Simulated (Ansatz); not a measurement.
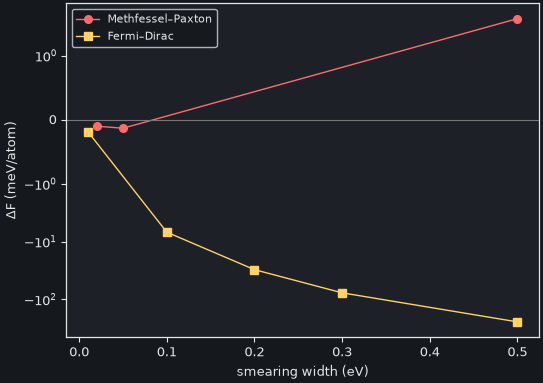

Free energy against smearing width for several smearing schemes.
The run: Hf$_{2}$Si (I4/mcm, 6 atoms in the cell), by Ansatz, DFT PBEsol, scalar-relativistic, plane waves, PAW; cutoff 420 eV, 10×10×10 k-mesh.
ΔF is counted from the tetrahedron result.

### Which schemes tolerate a large width?

Methfessel–Paxton smearing: 4.4 meV/atom at 0.5 eV. Fermi–Dirac smearing: −240 meV/atom at 0.5 eV. Plain smearing lowers the free energy by a term of second order in the width; Methfessel–Paxton and cold smearing are built to cancel that term.
